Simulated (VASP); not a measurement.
**Run report: VBiO$_{4}$, geometry relaxation (part 4 of 5)**

Continued. System: VBiO$_{4}$ (C2/c, 12 atoms in the cell). Method: Kohn-Sham DFT of a periodic cell, PBE, VASP PAW PBE potentials, soft, no spin polarisation (VASP 6.6.1); cutoff 300 eV, 3×3×4 k-mesh, Gaussian smearing of 0.03 eV. The structure derives from an entry of the Crystallography Open Database.

Geometry of the input (Å; fractional positions):
```
3.6236  -5.8486  0.0000
3.6236  5.8486  0.0000
-3.5500  0.0000  3.6474
V  0.8700  0.1300  0.7500
V  0.1300  0.8700  0.2500
Bi 0.3665  0.6335  0.7500
Bi 0.6335  0.3665  0.2500
O  0.9383  0.3547  0.6388
O  0.6453  0.0617  0.8612
O  0.0617  0.6453  0.3612
O  0.3547  0.9383  0.1388
O  0.8113  0.7099  0.8796
O  0.2901  0.1887  0.6204
O  0.1887  0.2901  0.1204
O  0.7099  0.8113  0.3796
```

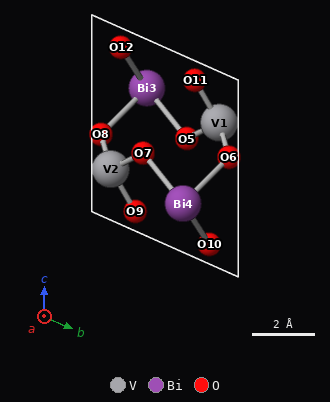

*The geometry at step 8 of the log (ball-and-stick view of the reduced cell, along the a axis; atoms are numbered from 1 in the order of the input).*

Parts of OUTCAR, continued:
```
     53       7.2150      0.00000
     54       7.6629      0.00000
     55       7.9076      0.00000
     56       8.1468      0.00000
     57       8.8884      0.00000
     58       8.8953      0.00000
     59       8.9501      0.00000
     60       8.9870      0.00000
     61       9.0047      0.00000
     62       9.0083      0.00000

 k-point     2 :       0.3333    0.0000    0.0000
  band No.  band energies     occupation
      1     -59.4386      2.00000
      2     -59.4382      2.00000
      3     -33.3854      2.00000
      4     -33.3846      2.00000
      5     -33.3828      2.00000
      6     -33.3806      2.00000
      7     -33.3677      2.00000
      8     -33.3611      2.00000
      9     -17.1224      2.00000
     10     -17.1042      2.00000
     11     -17.0831      2.00000
     12     -17.0716      2.00000
     13     -17.0608      2.00000
     14     -17.0571      2.00000
     15     -17.0517      2.00000
     16     -17.0461      2.00000
     17     -17.0265      2.00000
     18     -17.0190      2.00000
     19     -12.8227      2.00000
     20     -12.1274      2.00000
     21     -12.0391      2.00000
     22     -11.7546      2.00000
     23     -11.6758      2.00000
     24     -11.5540      2.00000
     25     -11.4827      2.00000
     26     -11.4214      2.00000
     27      -4.6867      2.00000
     28      -4.1103      2.00000
     29      -0.0823      2.00000
     30       0.0478      2.00000
     31       0.4142      2.00000
     32       0.7428      2.00000
     33       0.9256      2.00000
     34       1.2203      2.00000
     35       1.3551      2.00000
     36       1.5068      2.00000
     37       1.6386      2.00000
     38       1.8069      2.00000
     39       1.8975      2.00000
     40       2.1654      2.00000
     41       2.3516      2.00000
     42       2.3982      2.00000
     43       2.6581      2.00000
     44       2.7832      2.00000
     45       3.1216      2.00000
     46       3.3528      2.00000
     47       3.5527      2.00000
     48       3.6136      2.00000
     49       3.9401      2.00000
     50       4.1198      2.00000
     51       4.1904      2.00000
     52       4.6343      2.00000
     53       7.1606      0.00000
     54       7.5290      0.00000
     55       7.6729      0.00000
     56       7.8190      0.00000
     57       8.5448      0.00000
     58       8.6909      0.00000
     59       8.9627      0.00000
     60       9.1506      0.00000
     61       9.2969      0.00000
     62       9.5813      0.00000

 k-point     3 :       0.3333    0.3333    0.0000
  band No.  band energies     occupation
      1     -59.4385      2.00000
      2     -59.4383      2.00000
      3     -33.3862      2.00000
      4     -33.3853      2.00000
      5     -33.3820      2.00000
      6     -33.3804      2.00000
      7     -33.3655      2.00000
      8     -33.3630      2.00000
      9     -17.1222      2.00000
     10     -17.1047      2.00000
     11     -17.0972      2.00000
     12     -17.0970      2.00000
     13     -17.0619      2.00000
     14     -17.0592      2.00000
     15     -17.0312      2.00000
     16     -17.0262      2.00000
     17     -17.0248      2.00000
     18     -17.0165      2.00000
     19     -12.4859      2.00000
     20     -12.4738      2.00000
     21     -12.2269      2.00000
     22     -11.7415      2.00000
     23     -11.6291      2.00000
     24     -11.4876      2.00000
     25     -11.4444      2.00000
     26     -11.4127      2.00000
     27      -4.4740      2.00000
     28      -4.2824      2.00000
     29       0.0301      2.00000
     30       0.4453      2.00000
     31       0.4880      2.00000
     32       0.7583      2.00000
     33       0.8319      2.00000
     34       1.1598      2.00000
     35       1.2378      2.00000
     36       1.3384      2.00000
     37       1.7351      2.00000
     38       1.7569      2.00000
     39       1.8942      2.00000
     40       2.0960      2.00000
     41       2.1429      2.00000
     42       2.1901      2.00000
     43       2.4099      2.00000
     44       2.8121      2.00000
     45       3.0107      2.00000
     46       3.4229      2.00000
     47       3.7905      2.00000
     48       3.7998      2.00000
     49       4.0469      2.00000
     50       4.1020      2.00000
     51       4.2536      2.00000
     52       4.3555      2.00000
     53       7.2496      0.00000
     54       7.4143      0.00000
     55       7.8526      0.00000
     56       7.8997      0.00000
     57       8.6532      0.00000
     58       8.6985      0.00000
     59       8.9366      0.00000
     60       9.0335      0.00000
     61       9.4086      0.00000
     62       9.5091      0.00000

 k-point     4 :      -0.3333    0.3333    0.0000
  band No.  band energies     occupation
      1     -59.4386      2.00000
      2     -59.4383      2.00000
      3     -33.3862      2.00000
      4     -33.3852      2.00000
      5     -33.3809      2.00000
      6     -33.3802      2.00000
      7     -33.3672      2.00000
      8     -33.3621      2.00000
      9     -17.1178      2.00000
     10     -17.1073      2.00000
     11     -17.1053      2.00000
     12     -17.0981      2.00000
     13     -17.0623      2.00000
     14     -17.0599      2.00000
     15     -17.0344      2.00000
     16     -17.0212      2.00000
     17     -17.0198      2.00000
     18     -17.0170      2.00000
     19     -12.9414      2.00000
     20     -12.4300      2.00000
     21     -11.7971      2.00000
     22     -11.7919      2.00000
     23     -11.5389      2.00000
     24     -11.4880      2.00000
     25     -11.4272      2.00000
     26     -11.4129      2.00000
     27      -4.6009      2.00000
     28      -4.1750      2.00000
     29       0.0874      2.00000
     30       0.2627      2.00000
     31       0.2746      2.00000
     32       0.6655      2.00000
     33       1.0691      2.00000
     34       1.3122      2.00000
     35       1.3248      2.00000
     36       1.4591      2.00000
     37       1.6677      2.00000
     38       1.8662      2.00000
     39       1.8668      2.00000
     40       1.8894      2.00000
     41       2.1639      2.00000
     42       2.2349      2.00000
     43       2.4562      2.00000
     44       2.4591      2.00000
     45       3.0063      2.00000
     46       3.6425      2.00000
     47       3.8208      2.00000
     48       3.8263      2.00000
     49       3.8304      2.00000
     50       4.1685      2.00000
     51       4.1750      2.00000
     52       4.1969      2.00000
     53       7.4861      0.00000
     54       7.7159      0.00000
     55       7.7809      0.00000
     56       8.0843      0.00000
     57       8.4291      0.00000
     58       8.4381      0.00000
     59       9.3618      0.00000
     60       9.3720      0.00000
     61       9.4395      0.00000
     62       9.6706      0.00000

 k-point     5 :       0.0000    0.0000    0.2500
  band No.  band energies     occupation
      1     -59.4386      2.00000
      2     -59.4382      2.00000
      3     -33.3855      2.00000
      4     -33.3841      2.00000
      5     -33.3832      2.00000
      6     -33.3817      2.00000
      7     -33.3681      2.00000
      8     -33.3609      2.00000
      9     -17.1271      2.00000
     10     -17.0935      2.00000
     11     -17.0782      2.00000
     12     -17.0712      2.00000
     13     -17.0636      2.00000
     14     -17.0535      2.00000
     15     -17.0506      2.00000
     16     -17.0465      2.00000
     17     -17.0437      2.00000
     18     -17.0192      2.00000
     19     -12.8372      2.00000
     20     -11.9722      2.00000
     21     -11.8321      2.00000
     22     -11.8229      2.00000
     23     -11.6946      2.00000
     24     -11.6880      2.00000
     25     -11.6026      2.00000
     26     -11.4402      2.00000
     27      -4.7151      2.00000
     28      -4.0786      2.00000
     29      -0.1435      2.00000
     30      -0.0866      2.00000
     31       0.3139      2.00000
     32       0.5279      2.00000
     33       1.0372      2.00000
     34       1.4378      2.00000
     35       1.6436      2.00000
     36       1.6512      2.00000
     37       1.7060      2.00000
     38       1.8768      2.00000
     39       1.9060      2.00000
     40       1.9739      2.00000
     41       2.0814      2.00000
     42       2.5418      2.00000
     43       2.6763      2.00000
     44       2.7025      2.00000
     45       3.0274      2.00000
     46       3.5147      2.00000
     47       3.5382      2.00000
     48       3.7383      2.00000
     49       3.8142      2.00000
     50       3.9480      2.00000
     51       4.3244      2.00000
     52       4.7492      2.00000
     53       7.3687      0.00000
     54       7.4479      0.00000
     55       7.5725      0.00000
     56       7.8809      0.00000
     57       8.4526      0.00000
     58       8.7059      0.00000
     59       8.9182      0.00000
     60       9.0981      0.00000
     61       9.2321      0.00000
     62       9.3820      0.00000

 [... the levels of 8 k-points are left out ...]

 k-point    14 :      -0.3333    0.3333    0.5000
  band No.  band energies     occupation
      1     -59.4384      2.00000
      2     -59.4384      2.00000
      3     -33.3848      2.00000
      4     -33.3848      2.00000
      5     -33.3830      2.00000
      6     -33.3830      2.00000
      7     -33.3639      2.00000
      8     -33.3639      2.00000
      9     -17.1212      2.00000
     10     -17.1212      2.00000
     11     -17.0766      2.00000
     12     -17.0766      2.00000
     13     -17.0596      2.00000
     14     -17.0596      2.00000
     15     -17.0431      2.00000
     16     -17.0431      2.00000
     17     -17.0259      2.00000
     18     -17.0259      2.00000
     19     -12.1252      2.00000
     20     -12.1252      2.00000
     21     -11.9910      2.00000
     22     -11.9910      2.00000
     23     -11.7776      2.00000
     24     -11.7776      2.00000
     25     -11.5938      2.00000
     26     -11.5938      2.00000
     27      -4.3531      2.00000
     28      -4.3531      2.00000
     29       0.0605      2.00000
     30       0.0605      2.00000
     31       0.1785      2.00000
     32       0.1785      2.00000
     33       1.0246      2.00000
     34       1.0246      2.00000
     35       1.6409      2.00000
     36       1.6409      2.00000
     37       1.9925      2.00000
     38       1.9925      2.00000
     39       2.0546      2.00000
     40       2.0546      2.00000
     41       2.3594      2.00000
     42       2.3594      2.00000
     43       2.5652      2.00000
     44       2.5652      2.00000
     45       3.2504      2.00000
     46       3.2504      2.00000
     47       3.6106      2.00000
     48       3.6106      2.00000
     49       4.0178      2.00000
     50       4.0178      2.00000
     51       4.5545      2.00000
     52       4.5545      2.00000
     53       7.5811      0.00000
     54       7.5811      0.00000
     55       7.8217      0.00000
     56       7.8217      0.00000
     57       8.3501      0.00000
     58       8.3501      0.00000
     59       8.6153      0.00000
     60       8.6153      0.00000
     61       9.3711      0.00000
     62       9.3711      0.00000

------------------------ aborting loop because EDIFF is reached ----------------------------------------

  FORCE on cell =-STRESS in cart. coord.  units (eV):
  Direction    XX          YY          ZZ          XY          YZ          ZX
  --------------------------------------------------------------------------------------
  -------------------------------------------------------------------------------------
  Total        0.0280304      0.0392230     -0.0189950      0.0000000      0.0000000      0.0075494
  in kB        0.2892982      0.4048163     -0.1960452      0.0000000      0.0000000      0.0779164
  external PRESSURE =       0.1660231 kB  Pullay stress =       0.0000000 kB

 VOLUME and BASIS-vectors are now :
 -----------------------------------------------------------------------------
  energy-cutoff  :      300.00
  volume of cell :      155.24
      direct lattice vectors                 reciprocal lattice vectors
     3.641347989 -5.839029728 -0.027355370     0.138327626 -0.085630665  0.135221069
     3.641347989  5.839029728 -0.027355370     0.138327626  0.085630665  0.135221069
    -3.594986484  0.000000000  3.677577375     0.002057878  0.000000000  0.273929803

 POSITION                                       TOTAL-FORCE (eV/Angst)
 -----------------------------------------------------------------------------------
      0.94511     -4.38314      2.73083        -0.000000      0.005240      0.000000
      2.74260      4.38314      0.89204        -0.000000     -0.005240      0.000000
      0.94511      1.46183      2.73083        -0.000000      0.000635      0.000000
      2.74260     -1.46183      0.89204        -0.000000     -0.000635      0.000000
      2.36200     -3.45545      2.32036         0.001159      0.003976     -0.005411
     -0.47178     -3.45545      3.14129        -0.001159      0.003976      0.005411
      1.32571      3.45545      1.30250        -0.001159     -0.003976      0.005411
      4.15949      3.45545      0.48157         0.001159     -0.003976     -0.005411
      2.37444     -0.53561      3.12168        -0.000309     -0.002027     -0.003289
     -0.48422     -0.53561      2.33998         0.000309     -0.002027      0.003289
      1.31327      0.53561      0.50119         0.000309      0.002027      0.003289
      4.17193      0.53561      1.28289        -0.000309      0.002027     -0.003289
 -----------------------------------------------------------------------------------
    total drift:                               -0.000000      0.000000     -0.000000

  FREE ENERGIE OF THE ION-ELECTRON SYSTEM (eV)
  ---------------------------------------------------
  free  energy   TOTEN  =       -88.8328916966 eV

  energy  without entropy=      -88.8328916966  energy(sigma->0) =      -88.83289170

 reached required accuracy - stopping structural energy minimisation
```

CONTCAR:
```
VBiO4
   1.00000000000000
     3.6413479889519844   -5.8390297284148591   -0.0273553702633671
     3.6413479889519844    5.8390297284148591   -0.0273553702633671
    -3.5949864839532499    0.0000000000000000    3.6775773750839225
  V               Bi              O
     2     2     8
Direct
     0.8753315402312729    0.1246684597687274    0.7500000000000000
     0.1246684597687274    0.8753315402312729    0.2500000000000000
     0.3748227169373400    0.6251772830626597    0.7500000000000000
     0.6251772830626597    0.3748227169373400    0.2500000000000000
     0.9363840878808286    0.3445987253628095    0.6404769292468988
     0.6554012746371908    0.0636159121191714    0.8595230707531012
     0.0636159121191714    0.6554012746371908    0.3595230707531016
     0.3445987253628095    0.9363840878808286    0.1404769292468986
     0.7964309542432577    0.7047022198704109    0.8600068614093256
     0.2952977801295889    0.2035690457567423    0.6399931385906744
     0.2035690457567423    0.2952977801295889    0.1399931385906744
     0.7047022198704109    0.7964309542432577    0.3600068614093257

  0.00000000E+00  0.00000000E+00  0.00000000E+00
  0.00000000E+00  0.00000000E+00  0.00000000E+00
  0.00000000E+00  0.00000000E+00  0.00000000E+00
  0.00000000E+00  0.00000000E+00  0.00000000E+00
  0.00000000E+00  0.00000000E+00  0.00000000E+00
  0.00000000E+00  0.00000000E+00  0.00000000E+00
  0.00000000E+00  0.00000000E+00  0.00000000E+00
  0.00000000E+00  0.00000000E+00  0.00000000E+00
  0.00000000E+00  0.00000000E+00  0.00000000E+00
  0.00000000E+00  0.00000000E+00  0.00000000E+00
  0.00000000E+00  0.00000000E+00  0.00000000E+00
  0.00000000E+00  0.00000000E+00  0.00000000E+00
```

Trajectory as extended XYZ (Å, eV, eV/Å), 8 of the 29 frames kept, from step=0 to step=28:
```
12
Lattice="3.6236 -5.8486 0.0000 3.6236 5.8486 0.0000 -3.5500 0.0000 3.6474" Properties=species:S:1:pos:R:3:forces:R:3 step=0 energy=-88.72710
V     0.9611   -4.3280    2.7355    0.0000   0.3922   0.0000
V     2.7361    4.3280    0.9118    0.0000  -0.3922   0.0000
Bi    0.9611    1.5616    2.7355    0.0000  -0.3580   0.0000
Bi    2.7361   -1.5616    0.9118    0.0000   0.3580   0.0000
O     2.4175   -3.4132    2.3300    0.1462   0.1103  -0.0238
O    -0.4954   -3.4132    3.1411   -0.1462   0.1103   0.0238
O     1.2796    3.4132    1.3174   -0.1462  -0.1103   0.0238
O     4.1926    3.4132    0.5063    0.1462  -0.1103  -0.0238
O     2.3896   -0.5930    3.2082   -0.1754   0.3878  -0.6110
O    -0.4675   -0.5930    2.2628    0.1754   0.3878   0.6110
O     1.3075    0.5930    0.4391    0.1754  -0.3878   0.6110
O     4.1646    0.5930    1.3846   -0.1754  -0.3878  -0.6110
12
Lattice="3.6485 -5.8730 -0.0004 3.6485 5.8730 -0.0004 -3.5748 0.0000 3.6638" Properties=species:S:1:pos:R:3:forces:R:3 step=4 energy=-88.78193
V     0.9674   -4.3488    2.7475    0.0000   0.2966   0.0000
V     2.7548    4.3488    0.9155    0.0000  -0.2966   0.0000
Bi    0.9674    1.5457    2.7475    0.0000  -0.1151   0.0000
Bi    2.7548   -1.5457    0.9155    0.0000   0.1151   0.0000
O     2.4339   -3.4258    2.3411   -0.1879  -0.1504   0.0666
O    -0.4992   -3.4258    3.1538    0.1879  -0.1504  -0.0666
O     1.2882    3.4258    1.3219    0.1879   0.1504  -0.0666
O     4.2213    3.4258    0.5092   -0.1879   0.1504   0.0666
O     2.4028   -0.5905    3.2081   -0.0138   0.0780  -0.1398
O    -0.4680   -0.5905    2.2868    0.0138   0.0780   0.1398
O     1.3194    0.5905    0.4549    0.0138  -0.0780   0.1398
O     4.1902    0.5905    1.3762   -0.0138  -0.0780  -0.1398
12
Lattice="3.6425 -5.8325 -0.0072 3.6425 5.8325 -0.0072 -3.5758 0.0000 3.6542" Properties=species:S:1:pos:R:3:forces:R:3 step=8 energy=-88.79603
V     0.9606   -4.3200    2.7334    0.0000  -0.3967   0.0000
V     2.7485    4.3200    0.9063    0.0000   0.3967   0.0000
Bi    0.9606    1.4451    2.7334    0.0000   0.1278   0.0000
Bi    2.7485   -1.4451    0.9063    0.0000  -0.1278   0.0000
O     2.3917   -3.4216    2.3413    0.2809   0.1670  -0.1489
O    -0.4704   -3.4216    3.1255   -0.2809   0.1670   0.1489
O     1.3175    3.4216    1.2984   -0.2809  -0.1670   0.1489
O     4.1796    3.4216    0.5142    0.2809  -0.1670  -0.1489
O     2.3904   -0.5802    3.1514   -0.0102   0.1830  -0.1187
O    -0.4691   -0.5802    2.3154    0.0102   0.1830   0.1187
O     1.3188    0.5802    0.4884    0.0102  -0.1830   0.1187
O     4.1783    0.5802    1.3243   -0.0102  -0.1830  -0.1187
12
Lattice="3.6368 -5.8408 -0.0230 3.6368 5.8408 -0.0230 -3.5860 0.0000 3.6721" Properties=species:S:1:pos:R:3:forces:R:3 step=12 energy=-88.82046
V     0.9473   -4.3370    2.7311    0.0000  -0.0006   0.0000
V     2.7403    4.3370    0.8951    0.0000   0.0006   0.0000
Bi    0.9473    1.4652    2.7311    0.0000   0.0882   0.0000
Bi    2.7403   -1.4652    0.8951    0.0000  -0.0882   0.0000
O     2.3868   -3.4238    2.3257   -0.0689  -0.0801   0.0106
O    -0.4921   -3.4238    3.1365    0.0689  -0.0801  -0.0106
O     1.3009    3.4238    1.3005    0.0689   0.0801  -0.0106
O     4.1798    3.4238    0.4897   -0.0689   0.0801   0.0106
O     2.3739   -0.5719    3.1418    0.0078   0.0699   0.0120
O    -0.4792   -0.5719    2.3204   -0.0078   0.0699  -0.0120
O     1.3138    0.5719    0.4844   -0.0078  -0.0699  -0.0120
O     4.1669    0.5719    1.3058    0.0078  -0.0699   0.0120
12
Lattice="3.6358 -5.8442 -0.0368 3.6358 5.8442 -0.0368 -3.5989 0.0000 3.6861" Properties=species:S:1:pos:R:3:forces:R:3 step=16 energy=-88.82642
V     0.9367   -4.3518    2.7278    0.0000  -0.1625   0.0000
V     2.7361    4.3518    0.8848    0.0000   0.1625   0.0000
Bi    0.9367    1.4633    2.7278    0.0000   0.0034   0.0000
Bi    2.7361   -1.4633    0.8848    0.0000  -0.0034   0.0000
O     2.3666   -3.4379    2.3175    0.0070  -0.0084  -0.0038
O    -0.4933   -3.4379    3.1381   -0.0070  -0.0084   0.0038
O     1.3061    3.4379    1.2951   -0.0070   0.0084   0.0038
O     4.1660    3.4379    0.4745    0.0070   0.0084  -0.0038
O     2.3626   -0.5581    3.1255   -0.0052   0.0083   0.0258
O    -0.4893   -0.5581    2.3302    0.0052   0.0083  -0.0258
O     1.3102    0.5581    0.4871    0.0052  -0.0083  -0.0258
O     4.1620    0.5581    1.2824   -0.0052  -0.0083   0.0258
```
